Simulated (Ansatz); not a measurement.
Ga: several calculations on one system

Part 1: A change

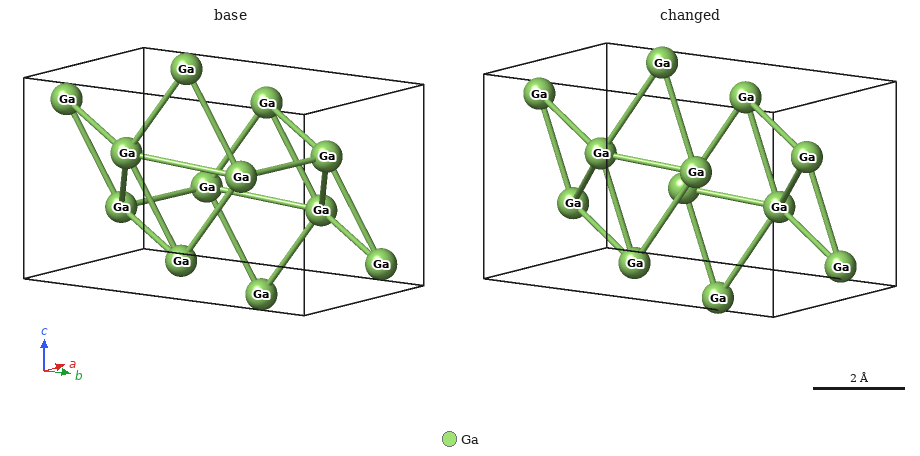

Left: a symmetric starting cell of Ga. Right: the same structure after one change, at the same scale. The picture is a ball-and-stick view of the conventional cell (2 times the calculation's cell), seen from a free direction. Lengths and directions refer to the drawn axes.

Level of theory: Ansatz, DFT PBEsol, scalar-relativistic, plane waves, PAW. (plane-wave cutoff 420 eV; k-point mesh 12 × 12 × 10; occupations gaussian; smearing width 0.1 eV; no spin polarisation)

### Which change leads from the left to the right?

The cell is strained by +3.8 % along [1 −1 0], +2.8 % along [3 1 0], +1.8 % along c (volume +8.6 %) and atoms are displaced by 0.26 Å relative to the cell. No relaxation follows. The starting cell wasn't computed here and needn't be at equilibrium, so pressure and forces aren't due to the change alone.

### What does the change do?

The pressure is 0.4 GPa (not all of it need come from the change, since the unchanged cell can be under pressure at this level too). The principal stresses (compression positive) are 5.2 GPa roughly along a, 1.8 GPa along c, −5.8 GPa along [1 −2 0]. The largest forces, 1.7 eV/Å, act on 4 Ga atoms of the calculation's cell. The forces point straight back along the displacements (cosine −1.00). Near-neighbour distances before and after: Ga–Ga 2.437 → 2.918 Å, Ga–Ga 2.795 → 2.410 to 2.893 Å, Ga–Ga 2.736 → 2.873 Å, Ga–Ga 2.706 → 2.571 Å. The space group (tolerance 0.01 Å) goes from Cmce (No. 64) to P2_1/c (No. 14).

Part 2: Distortion

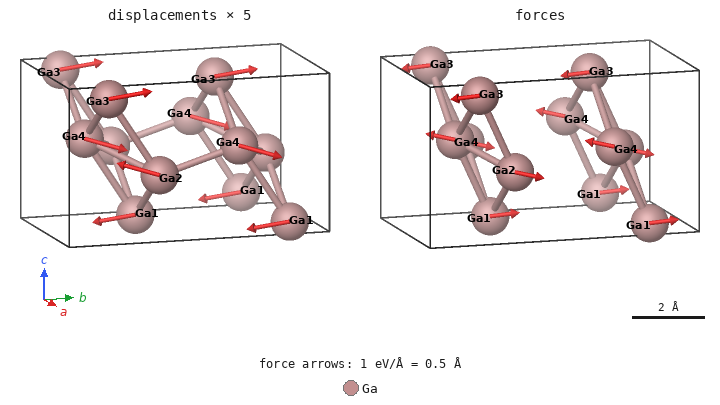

Left: a symmetric starting cell of Ga, with red arrows for the displacements applied to it (without the part that the change of the cell carries along). Right: the displaced structure with the computed forces. Besides, the cell is strained by +3.8 % along [1 −1 0], +2.8 % along [3 1 0], +1.8 % along c (volume +8.6 %). The picture is a ball-and-stick view of the conventional cell (2 times the calculation's cell), seen slightly off an axis. Lengths and directions refer to the drawn axes.

These are results of Ansatz 0.2.0, DFT PBEsol, scalar-relativistic, plane waves, PAW, not measurements. (plane-wave cutoff 420 eV; k-point mesh 12 × 12 × 10; occupations gaussian; smearing width 0.1 eV; no spin polarisation)

**Describe the distortion and the response.**

Atoms are displaced by 0.26 Å relative to the cell: Ga4 0.26 Å along [2 2 −1]. No relaxation follows. The starting cell wasn't computed here and needn't be at equilibrium, so pressure and forces aren't due to the change alone. Some distances before and after: Ga–Ga 2.437 → 2.918 Å, Ga–Ga 2.795 → 2.410 to 2.893 Å, Ga–Ga 2.736 → 2.873 Å, Ga–Ga 2.706 → 2.571 Å. The space group (tolerance 0.01 Å) goes from Cmce (No. 64) to P2_1/c (No. 14). The pressure is 0.4 GPa (not all of it need come from the change, since the unchanged cell can be under pressure at this level too). The principal stresses (compression positive) are 5.2 GPa roughly along a, 1.8 GPa along c, −5.8 GPa along [1 −2 0]. The largest forces, 1.7 eV/Å, act on Ga1, Ga2, Ga3 and Ga4; on Ga3 it points along [−3 −3 −1]. The forces point straight back along the displacements (cosine −1.00).

Part 3: Distortion

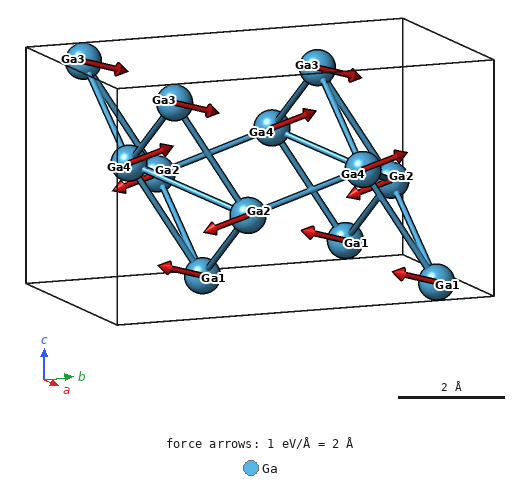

A changed version of a symmetric starting cell of Ga, with the computed forces as red arrows. Besides, all lengths are scaled by +1.1 % (volume +3.3 %). Style: ball-and-stick. Shown: the conventional cell (2 times the calculation's cell), slightly off an axis. Lengths and directions refer to the drawn axes.

These are results of Ansatz 0.2.0, DFT r2SCAN, scalar-relativistic, plane waves, PAW, not measurements. Set-up: plane-wave cutoff 500 eV; k-point mesh 12 × 12 × 10; occupations gaussian; smearing width 0.1 eV; no spin polarisation.

Question: Describe the distortion and the response.

Answer: The atoms keep their fractional coordinates. No relaxation follows. The starting cell wasn't computed here and needn't be at equilibrium, so pressure and forces aren't due to the change alone. The pressure is −2.6 GPa (not all of it need come from the change, since the unchanged cell can be under pressure at this level too). The principal stresses (compression positive) are −1.6 GPa along b, −2.8 GPa along c, −3.3 GPa along a. The largest forces, 0.48 eV/Å, act on Ga1, Ga2, Ga3 and Ga4; on Ga1 it points along [0 −2 1]. Some distances before and after: Ga–Ga 2.795 → 2.826 Å, Ga–Ga 2.736 → 2.766 Å, Ga–Ga 2.706 → 2.736 Å, Ga–Ga 2.437 → 2.464 Å. The space group stays Cmce (No. 64).
